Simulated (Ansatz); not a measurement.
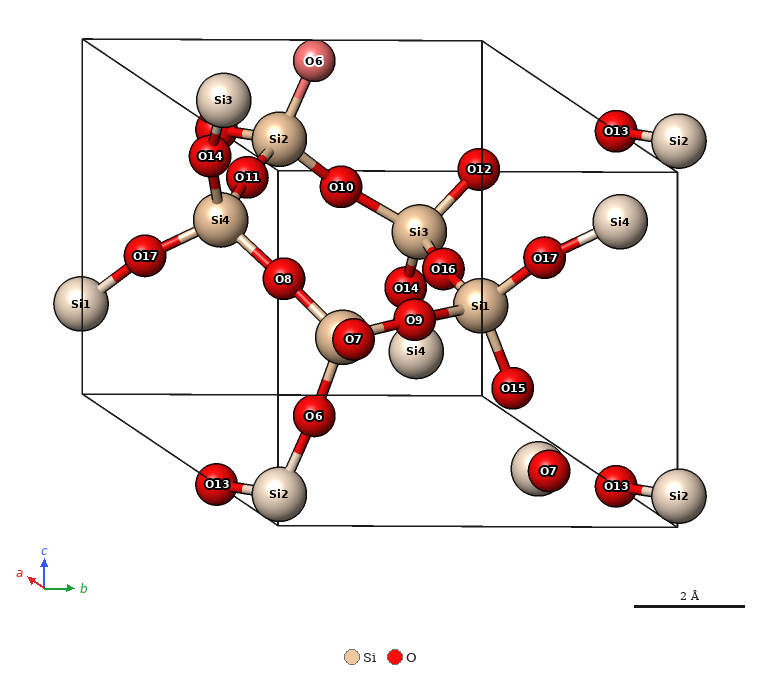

**Figure 1.** The structure as given in the input (ball-and-stick view of the cell of the calculation, seen at an oblique angle; neighbours outside the cell are drawn fainter; atoms are numbered from 1 in the order of the input). An atom can appear more than once, as a periodic image.

**Si₅O₁₂ (charge +2): nudged elastic band (part 1 of 2)**

- system: Si₅O₁₂ (defect cell, 17 atoms in the cell, total charge +2)
- method: DFT PBE, scalar-relativistic, plane waves, PAW, PAW set soft_1, no spin polarisation (Ansatz 0.2.0)

The structure derives from a Materials Project entry. The run did not end well. One setting was made poor on purpose. It belongs to a series of runs on one base structure; here: band between the two ends. Figures and captions count atoms from 1; the log counts them from 0 in places.

### Input
```yaml
crystal:
  lattice:
    - [7.300551, 0.0, 0.0]
    - [-3.650275, 6.322462, 0.0]
    - [0.0, 0.0, 7.005124]
  atoms:
    - { symbol: Si, position: [0.5353716, 0.7692006, 0.4249228] }
    - { symbol: Si, position: [0.4702746, 0.2337515, 0.9150959] }
    - { symbol: Si, position: [0.2279405, 0.4654473, 0.7450796] }
    - { symbol: Si, position: [0.768717, 0.2329219, 0.5773432] }
    - { symbol: Si, position: [0.7649102, 0.536521, 0.2496935] }
    - { symbol: O, position: [0.6158873, 0.3923507, 0.0829417] }
    - { symbol: O, position: [-0.0025798, 0.6773616, 0.1583917] }
    - { symbol: O, position: [0.7723235, 0.3930744, 0.4111606] }
    - { symbol: O, position: [0.6788764, 0.6743153, 0.3319851] }
    - { symbol: O, position: [0.3186042, 0.3138068, 0.8378373] }
    - { symbol: O, position: [0.613164, 0.2234334, 0.7549366] }
    - { symbol: O, position: [0.2254186, 0.6129388, 0.922837] }
    - { symbol: O, position: [0.3117668, -0.0011065, 0.000282] }
    - { symbol: O, position: [0.0035128, 0.321377, 0.6706252] }
    - { symbol: O, position: [0.3840155, 0.7753799, 0.2485458] }
    - { symbol: O, position: [0.390185, 0.6050758, 0.5814065] }
    - { symbol: O, position: [0.6862271, 0.0032912, 0.5055753] }
total_charge: 2
basis:
  ecutwfc: 420.0
kpoints:
  mp_grid: { grid: [2, 2, 2] }
hamiltonian:
  xc: pbe
  pseudopotentials: { kind: paw, azcp: { folder: soft_1 } }
scf:
  occupations: { method: fermi_dirac, width: 0.02 }
  lower_state_search: "off"
  max_iter: 100
neb:
  images: 3
  f_tol: 0.05
  max_iterations: 19
  order_check: false
  final_atoms:
    - { symbol: Si, position: [0.5338583103, 0.7669292055, 0.4166666539] }
    - { symbol: Si, position: [0.233070809, -0.2330708278, 1.0833332882] }
    - { symbol: Si, position: [0.2330707958, 0.4661416555, 0.7499999711] }
    - { symbol: Si, position: [0.766929125, 0.2330708278, 0.5833333075] }
    - { symbol: Si, position: [0.7669291193, 0.5338583778, 0.2499999904] }
    - { symbol: O, position: [0.6123259923, 0.3876739729, 0.0833333268] }
    - { symbol: O, position: [-1.29e-08, 0.6828971427, 0.1666666636] }
    - { symbol: O, position: [0.7753478615, 0.3876739729, 0.4166666539] }
    - { symbol: O, position: [0.6828970621, 0.6828971427, 0.3333333172] }
    - { symbol: O, position: [0.3171028531, 0.3171028906, 0.8333332979] }
    - { symbol: O, position: [0.6123259954, 0.2246520875, 0.7499999711] }
    - { symbol: O, position: [0.2246520536, 0.6123260604, 0.9166666347] }
    - { symbol: O, position: [0.3171028591, 0.0, 0.0] }
    - { symbol: O, position: [-6.0e-09, 0.3171028906, 0.6666666443] }
    - { symbol: O, position: [0.3876739198, 0.7753479458, 0.2499999904] }
    - { symbol: O, position: [0.3876739229, 0.6123260604, 0.5833333075] }
    - { symbol: O, position: [0.682897075, 0.0, 0.4999999807] }
```

Command:
```bash
ansatz run input.yaml --threads 1 --pin off --max-ram 3072MiB --backend cpu --events-out ev --progress --plain --runs-dir out
```

### What the program printed
```
Warning: neb: disabling space-group detection — the band's intermediate images generally break the endpoint symmetry, so no spatial operation reduces the k-mesh or symmetrises the density, except that a semilocal band can use its path's symmetry ahead of convergence; time reversal is kept, so that k and −k are solved as one point where they differ and the mesh holds both, and exact exchange and, on two spinor components, a DFT+U term hold to it where the run has them: on two components no moment then forms, and a state that bears one, which a typed moment (crystal.atoms[].spin; refused beside efield: under a hybrid functional) reaches, can lie lower, under hf by electronvolts; crystal.symmetry.detect: false (a key that needs symmetry detection or time reversal refuses this as the deck is read) with time_reversal: false beside it drops time reversal too
Engine: ansatz 0.2.0, aarch64-unknown-linux-gnu
Pseudopotentials: kind: paw
Pseudopotential: Si, paw, valence charge 4, recommended cutoff 420 eV (normal), [file]
Pseudopotential: O, paw, valence charge 6, recommended cutoff 420 eV (normal), [file]
Functional definition: PBE
  parameter kappa = 0.804
  parameter beta = 0.06672455060314922
  exchange = pbe_x(kappa = kappa, mu = beta*pi^2/3)
  correlation = pbe_c(beta = beta)
NEB image 0
Crystal: 17 atoms, lattice volume = 323.339 Å³
Basis set: ecut = 420 eV, 6311 PW (Γ), exchange–correlation on 100×100×96 points (8 copies of the dense FFT grid, shifted against one another)
Bands: 62, of which v1, the nominal top of the filled ones, is band 45 counted from 1 (44 counted from 0)
Symmetry: 1 space group operations
k-points: 8
Non-local potential: Si, projectors of the file, l = 0: 2, l = 1: 2, l = 2: 1
Non-local potential: O, projectors of the file, l = 0: 2, l = 1: 2, l = 2: 1
PAW form: soft (Blöchl's): semilocal exchange-correlation on the pseudo side does not see the compensation charge
PAW one-centre angular grid: Si, 110 points (default); XC on 64 Gauss nodes
PAW one-centre angular grid: O, 110 points (default); XC on 64 Gauss nodes
Initial density: superposition of atomic densities (chi_scale 0.1, normalization cell, long waves kept (reshape's long-wave potential 0.26 eV rms))
Initial wavefunctions: pseudopotential atomic-orbital guess
Functional: x = pbe(κ = 0.804, μ = 0.2195149727645171), c = pbe(β = 0.06672455060314922)
SCF iter   1: F=—  HF=-10005.811205 eV  |F-HF|=—  |Δ(HF+E_count)|=         —  Δρ=1.47e-1  dr2=6.68e1  ethr=3.10e-3  ⟨swp⟩=7.9  Hψ=2609  notcnv=0  defer=14
preconditioner: auto → Resta (q_TF=auto, 2.205 Å⁻¹)  ε∞=2.4  [insulator: Δε(μ)=0.211 eV  Ē_g=16.735 eV  σ=0.020 eV  W_gap=0.99  n_scr=70 (ndim 8)  ℏωp=19.6 eV  f_vac=0.278  D(μ)=0.36/eV (n_scr^D=0)  ε∞_Penn≈2.4]
SCF iter   2: F=—  HF=-9999.772425 eV  |F-HF|=—  |Δ(HF+E_count)|=    6.04e0  Δρ=1.49e-1  dr2=9.08e1  ethr=3.10e-3  ⟨swp⟩=4.6  Hψ=1411  notcnv=0  defer=65
SCF iter   3: F=—  HF=-9994.718135 eV  |F-HF|=—  |Δ(HF+E_count)|=    5.05e0  Δρ=1.19e-1  dr2=6.44e1  ethr=3.10e-3  ⟨swp⟩=4.4  Hψ=1186  notcnv=0  defer=60
SCF iter   4: F=—  HF=-9994.919712 eV  |F-HF|=—  |Δ(HF+E_count)|=   2.02e-1  Δρ=1.56e-1  dr2=1.33e2  ethr=3.10e-3  ⟨swp⟩=3.6  Hψ=1032  notcnv=0  defer=57
SCF iter   5: F=—  HF=-9988.837462 eV  |F-HF|=—  |Δ(HF+E_count)|=    6.08e0  Δρ=7.05e-2  dr2=2.29e1  ethr=3.10e-3  ⟨swp⟩=2.6  Hψ=914  notcnv=0  defer=91
SCF iter   6: F=—  HF=-9988.493718 eV  |F-HF|=—  |Δ(HF+E_count)|=   3.44e-1  Δρ=5.64e-2  dr2=1.42e1  ethr=3.10e-3  ⟨swp⟩=2.0  Hψ=452  notcnv=0  defer=91
SCF iter   7: F=—  HF=-9988.013663 eV  |F-HF|=—  |Δ(HF+E_count)|=   4.80e-1  Δρ=2.56e-2  dr2=2.05e0  ethr=3.10e-3  ⟨swp⟩=2.6  Hψ=629  notcnv=0  defer=60
SCF iter   8: F=—  HF=-9988.159607 eV  |F-HF|=—  |Δ(HF+E_count)|=   1.46e-1  Δρ=4.90e-2  dr2=1.18e1  ethr=2.27e-3  ⟨swp⟩=3.1  Hψ=554  notcnv=0  defer=56  recentre
SCF iter   9: F=—  HF=-9988.057901 eV  |F-HF|=—  |Δ(HF+E_count)|=   1.02e-1  Δρ=3.94e-2  dr2=7.15e0  ethr=2.27e-3  ⟨swp⟩=2.2  Hψ=634  notcnv=0  defer=54
SCF iter  10: F=—  HF=-9988.634501 eV  |F-HF|=—  |Δ(HF+E_count)|=   5.77e-1  Δρ=7.66e-2  dr2=3.09e1  ethr=2.27e-3  ⟨swp⟩=3.0  Hψ=559  notcnv=0  defer=54  recentre
SCF iter  11: F=—  HF=-9987.949219 eV  |F-HF|=—  |Δ(HF+E_count)|=   6.85e-1  Δρ=2.40e-2  dr2=2.43e0  ethr=2.27e-3  ⟨swp⟩=2.6  Hψ=676  notcnv=0  defer=54
SCF iter  12: F=—  HF=-9987.837159 eV  |F-HF|=—  |Δ(HF+E_count)|=   1.12e-1  Δρ=1.47e-2  dr2=1.00e0  ethr=2.27e-3  ⟨swp⟩=2.0  Hψ=486  notcnv=0  defer=54
SCF iter  13: F=—  HF=-9987.810973 eV  |F-HF|=—  |Δ(HF+E_count)|=   2.62e-2  Δρ=5.48e-3  dr2=1.14e-1  ethr=1.11e-3  ⟨swp⟩=1.2  Hψ=477  notcnv=0  defer=54
SCF iter  14: F=—  HF=-9987.811819 eV  |F-HF|=—  |Δ(HF+E_count)|=   8.46e-4  Δρ=6.36e-3  dr2=1.84e-1  ethr=1.27e-4  ⟨swp⟩=2.2  Hψ=610  notcnv=0  defer=57
SCF iter  15: F=—  HF=-9987.823743 eV  |F-HF|=—  |Δ(HF+E_count)|=   1.19e-2  Δρ=1.29e-2  dr2=8.42e-1  ethr=1.27e-4  ⟨swp⟩=2.6  Hψ=540  notcnv=0  defer=57  recentre
SCF iter  16: F=—  HF=-9987.812436 eV  |F-HF|=—  |Δ(HF+E_count)|=   1.13e-2  Δρ=8.22e-3  dr2=3.26e-1  ethr=1.27e-4  ⟨swp⟩=2.2  Hψ=538  notcnv=0  defer=58
SCF iter  17: F=—  HF=-9987.805638 eV  |F-HF|=—  |Δ(HF+E_count)|=   6.80e-3  Δρ=2.20e-3  dr2=2.00e-2  ethr=1.27e-4  ⟨swp⟩=1.0  Hψ=438  notcnv=0  defer=58
SCF iter  18: F=—  HF=-9987.805018 eV  |F-HF|=—  |Δ(HF+E_count)|=   6.21e-4  Δρ=1.21e-3  dr2=4.75e-3  ethr=2.22e-5  ⟨swp⟩=2.0  Hψ=511  notcnv=0  defer=58
SCF iter  19: F=—  HF=-9987.804766 eV  |F-HF|=—  |Δ(HF+E_count)|=   2.52e-4  Δρ=9.83e-4  dr2=3.36e-3  ethr=5.28e-6  ⟨swp⟩=2.0  Hψ=553  notcnv=0  defer=58
SCF iter  20: F=—  HF=-9987.804585 eV  |F-HF|=—  |Δ(HF+E_count)|=   1.81e-4  Δρ=7.34e-4  dr2=2.08e-3  ethr=3.74e-6  ⟨swp⟩=2.0  Hψ=490  notcnv=0  defer=58
SCF iter  21: F=—  HF=-9987.804466 eV  |F-HF|=—  |Δ(HF+E_count)|=   1.20e-4  Δρ=7.01e-4  dr2=2.42e-3  ethr=2.31e-6  ⟨swp⟩=2.0  Hψ=490  notcnv=0  defer=58
SCF iter  22: F=—  HF=-9987.804397 eV  |F-HF|=—  |Δ(HF+E_count)|=   6.86e-5  Δρ=5.74e-4  dr2=1.52e-3  ethr=2.31e-6  ⟨swp⟩=1.1  Hψ=439  notcnv=0  defer=58
SCF iter  23: F=—  HF=-9987.804328 eV  |F-HF|=—  |Δ(HF+E_count)|=   6.87e-5  Δρ=2.42e-4  dr2=2.52e-4  ethr=1.69e-6  ⟨swp⟩=1.6  Hψ=445  notcnv=0  defer=58
SCF iter  24: F=—  HF=-9987.804312 eV  |F-HF|=—  |Δ(HF+E_count)|=   1.67e-5  Δρ=1.11e-4  dr2=5.66e-5  ethr=2.80e-7  ⟨swp⟩=1.6  Hψ=469  notcnv=0  defer=58
SCF iter  25: F=—  HF=-9987.804240 eV  |F-HF|=—  |Δ(HF+E_count)|=   7.17e-5  Δρ=4.33e-5  dr2=4.96e-6  ethr=6.29e-8  ⟨swp⟩=1.4  Hψ=525  notcnv=0  defer=58
SCF iter  26: F=—  HF=-9987.804237 eV  |F-HF|=—  |Δ(HF+E_count)|=   3.27e-6  Δρ=4.95e-5  dr2=1.04e-5  ethr=5.51e-9  ⟨swp⟩=2.0  Hψ=546  notcnv=0  defer=58
SCF iter  27: F=—  HF=-9987.804236 eV  |F-HF|=—  |Δ(HF+E_count)|=   1.17e-6  Δρ=6.32e-5  dr2=1.98e-5  ethr=5.51e-9  ⟨swp⟩=1.0  Hψ=438  notcnv=0  defer=58
SCF iter  28: F=—  HF=-9987.804235 eV  |F-HF|=—  |Δ(HF+E_count)|=   3.93e-7  Δρ=3.94e-5  dr2=7.15e-6  ethr=5.51e-9  ⟨swp⟩=1.0  Hψ=438  notcnv=0  defer=58
SCF iter  29: F=—  HF=-9987.804235 eV  |F-HF|=—  |Δ(HF+E_count)|=   3.43e-7  Δρ=1.52e-5  dr2=1.05e-6  ethr=5.51e-9  ⟨swp⟩=1.0  Hψ=438  notcnv=0  defer=58
SCF iter  30: F=—  HF=-9987.804235 eV  |F-HF|=—  |Δ(HF+E_count)|=   1.96e-7  Δρ=8.53e-6  dr2=3.46e-7  ethr=1.16e-9  ⟨swp⟩=1.0  Hψ=438  notcnv=0  defer=58
SCF iter  31: F=—  HF=-9987.804235 eV  |F-HF|=—  |Δ(HF+E_count)|=   4.08e-8  Δρ=2.02e-5  dr2=2.10e-6  ethr=3.84e-10  ⟨swp⟩=1.0  Hψ=438  notcnv=0  defer=58  recentre
SCF iter  32: F=-9987.804234 eV  HF=-9987.804235 eV  |F-HF|=7.67e-8  |Δ(HF+E_count)|=   3.87e-8  Δρ=3.97e-6  dr2=7.44e-8  ethr=1.11e-10  ⟨swp⟩=3.2  Hψ=1597  notcnv=0
SCF 1 converged in 32 iterations: F = -9987.804234 eV  dr2 = 7.44e-8
  greatest PAW one-centre occupation: 0.887 electrons in one spin orbital (limit 2), on the O atom at site 6 (counted from 0), in its partial waves of l = 0
[...]
NSCF: frozen V_eff on 8 k-points
NEB image 4
Initial density: superposition of atomic densities (chi_scale 0.1, normalization cell, long waves kept (reshape's long-wave potential 0.25 eV rms))
preconditioner: auto → LDOS  [insulator: Δε(μ)=0.117 eV  Ē_g=16.768 eV  σ=0.020 eV  W_gap=0.90  n_scr=70 (ndim 8)  ℏωp=19.6 eV  f_vac=0.278  D(μ)=3.37/eV (n_scr^D=20)  ε∞_Penn≈2.4  β→1.0]
preconditioner: auto → Resta (q_TF=auto, 2.205 Å⁻¹)  ε∞=2.8  [insulator: Δε(μ)=0.688 eV  Ē_g=14.608 eV  σ=0.020 eV  W_gap=1.00  n_scr=70 (ndim 8)  ℏωp=19.6 eV  f_vac=0.391  D(μ)=0.00/eV (n_scr^D=0)  ε∞_Penn≈2.8  vacuum switching on, ρ_ref=1.5e-2 e/Å³  β→0.5]
  greatest PAW one-centre occupation: 0.887 electrons in one spin orbital (limit 2), on the O atom at site 12 (counted from 0), in its partial waves of l = 0
NSCF: frozen V_eff on 8 k-points
WARN: NEB end point (image 0): max|allowed force component| = 2.825e0 eV/Å (the criterion of neb.relax_end_points is 1.000e-2). That is over neb.f_tol: it is no minimum, so the barrier can be far off. Relax it first
WARN: NEB end point (image 4): max|allowed force component| = 1.880e0 eV/Å (the criterion of neb.relax_end_points is 1.000e-2). That is over neb.f_tol: it is no minimum, so the barrier can be far off. Relax it first
NEB image 1
Initial density: superposition of atomic densities (chi_scale 0.1, normalization cell, long waves kept (reshape's long-wave potential 0.20 eV rms))
preconditioner: auto → Resta (q_TF=auto, 2.205 Å⁻¹)  ε∞=2.4  [insulator: Δε(μ)=0.199 eV  Ē_g=16.471 eV  σ=0.020 eV  W_gap=0.98  n_scr=70 (ndim 8)  ℏωp=19.4 eV  f_vac=0.273  D(μ)=0.51/eV (n_scr^D=0)  ε∞_Penn≈2.4]
  greatest PAW one-centre occupation: 0.925 electrons in one spin orbital (limit 2), on the O atom at site 12 (counted from 0), in its partial waves of l = 0
NEB image 2
Initial density: superposition of atomic densities (chi_scale 0.1, normalization cell, long waves kept (reshape's long-wave potential 0.17 eV rms))
preconditioner: auto → LDOS  [insulator: Δε(μ)=0.129 eV  Ē_g=16.757 eV  σ=0.020 eV  W_gap=0.92  n_scr=70 (ndim 8)  ℏωp=19.6 eV  f_vac=0.269  D(μ)=4.31/eV (n_scr^D=20)  ε∞_Penn≈2.4  β→1.0]
  greatest PAW one-centre occupation: 1.307 electrons in one spin orbital (limit 2), on the Si atom at site 1 (counted from 0), in its partial waves of l = 2
NEB image 3
Initial density: superposition of atomic densities (chi_scale 0.1, normalization cell, long waves kept (reshape's long-wave potential 0.19 eV rms))
preconditioner: auto → Resta (q_TF=auto, 2.205 Å⁻¹)  ε∞=2.4  [insulator: Δε(μ)=0.196 eV  Ē_g=16.534 eV  σ=0.020 eV  W_gap=0.99  n_scr=70 (ndim 8)  ℏωp=19.4 eV  f_vac=0.273  D(μ)=0.58/eV (n_scr^D=0)  ε∞_Penn≈2.4]
preconditioner: auto → LDOS  [metal: Δε(μ)=0.036 eV  Ē_g=15.306 eV  σ=0.020 eV  W_gap=0.42  n_scr=70 (ndim 8)  ℏωp=19.4 eV  f_vac=0.296  D(μ)=6.42/eV (n_scr^D=28)  β→1.0]
  greatest PAW one-centre occupation: 0.924 electrons in one spin orbital (limit 2), on the O atom at site 12 (counted from 0), in its partial waves of l = 0
NEB iter   1: max|band force component| = 4.864e3 eV/Å  barrier→ = 880.7092 eV  barrier← = 881.0545 eV  Δτ_max = 0.2000 Å  (152 SCF iters)
NEB image 1
Initial density: handed on by an earlier stage of this run
Initial wavefunctions: those handed on with the density
preconditioner: auto → LDOS  [metal: Δε(μ)=0.009 eV  Ē_g=14.744 eV  σ=0.020 eV  W_gap=0.11  n_scr=70 (ndim 8)  ℏωp=19.6 eV  f_vac=0.378  D(μ)=28.20/eV (n_scr^D=326)  β→1.0]
  greatest PAW one-centre occupation: 0.916 electrons in one spin orbital (limit 2), on the O atom at site 12 (counted from 0), in its partial waves of l = 0
NEB image 2
preconditioner: auto → LDOS  [metal: Δε(μ)=0.020 eV  Ē_g=14.604 eV  σ=0.020 eV  W_gap=0.24  n_scr=70 (ndim 8)  ℏωp=19.6 eV  f_vac=0.367  D(μ)=31.28/eV (n_scr^D=404)  β→1.0]
  greatest PAW one-centre occupation: 1.277 electrons in one spin orbital (limit 2), on the Si atom at site 1 (counted from 0), in its partial waves of l = 2
NEB image 3
preconditioner: auto → LDOS  [metal: Δε(μ)=0.013 eV  Ē_g=14.655 eV  σ=0.020 eV  W_gap=0.16  n_scr=70 (ndim 8)  ℏωp=19.6 eV  f_vac=0.380  D(μ)=29.77/eV (n_scr^D=392)  β→1.0]
  greatest PAW one-centre occupation: 0.907 electrons in one spin orbital (limit 2), on the O atom at site 12 (counted from 0), in its partial waves of l = 0
NEB iter   2: max|band force component| = 7.551e2 eV/Å  barrier→ = 170.0231 eV  barrier← = 170.3684 eV  Δτ_max = 0.1307 Å  (74 SCF iters)
[... from here on the SCF iterations and repeated set-up lines of each step are left out, up to the last step ...]
NEB image 1
NEB image 2
NEB image 3
NEB iter   3: max|band force component| = 5.758e2 eV/Å  barrier→ = 127.2355 eV  barrier← = 127.5808 eV  Δτ_max = 0.2000 Å  (59 SCF iters)
NEB image 1
NEB image 2
NEB image 3
NEB iter   4: max|band force component| = 2.320e2 eV/Å  barrier→ = 47.6101 eV  barrier← = 47.9554 eV  Δτ_max = 0.1928 Å  (62 SCF iters)
NEB image 1
NEB image 2
NEB image 3
NEB iter   5: max|band force component| = 1.164e2 eV/Å  barrier→ = 23.4255 eV  barrier← = 23.7708 eV  Δτ_max = 0.1941 Å  (61 SCF iters)
NEB image 1
NEB image 2
NEB image 3
NEB iter   6: max|band force component| = 5.542e1 eV/Å  barrier→ = 10.8990 eV  barrier← = 11.2443 eV  Δτ_max = 0.2000 Å  (66 SCF iters)
NEB image 1
NEB image 2
NEB image 3
NEB iter   7: max|band force component| = 2.456e1 eV/Å  barrier→ = 4.5548 eV  barrier← = 4.9001 eV  Δτ_max = 0.2000 Å  (62 SCF iters)
NEB image 1
NEB image 2
NEB image 3
NEB iter   8: max|band force component| = 1.112e1 eV/Å  barrier→ = 2.1046 eV  barrier← = 2.4499 eV  Δτ_max = 0.1974 Å  (58 SCF iters)
NEB image 1
NEB image 2
NEB image 3
NEB iter   9: max|band force component| = 5.892e0 eV/Å  barrier→ = 1.1549 eV  barrier← = 1.5002 eV  Δτ_max = 0.1949 Å  (67 SCF iters)
NEB image 1
NEB image 2
NEB image 3
NEB iter  10: max|band force component| = 2.870e0 eV/Å  barrier→ = 1.1252 eV  barrier← = 1.4705 eV  Δτ_max = 0.1024 Å  (67 SCF iters)
NEB image 1
NEB image 2
NEB image 3
NEB iter  11: max|band force component| = 3.701e0 eV/Å  barrier→ = 0.0554 eV  barrier← = 0.4007 eV  Δτ_max = 0.0521 Å  (67 SCF iters)
NEB image 1
NEB image 2
NEB image 3
NEB iter  12: max|band force component| = 3.228e0 eV/Å  barrier→ = 0.0000 eV  barrier← = 0.3453 eV  Δτ_max = 0.1053 Å  (66 SCF iters)
NEB image 1
NEB image 2
NEB image 3
NEB iter  13: max|band force component| = 3.120e0 eV/Å  barrier→ = 0.0000 eV  barrier← = 0.3453 eV  Δτ_max = 0.2000 Å  (73 SCF iters)
NEB image 1
NEB image 2
NEB image 3
NEB iter  14: max|band force component| = 4.550e0 eV/Å  barrier→ = 0.0000 eV  barrier← = 0.3453 eV  Δτ_max = 0.1030 Å  (73 SCF iters)
NEB image 1
NEB image 2
NEB image 3
```
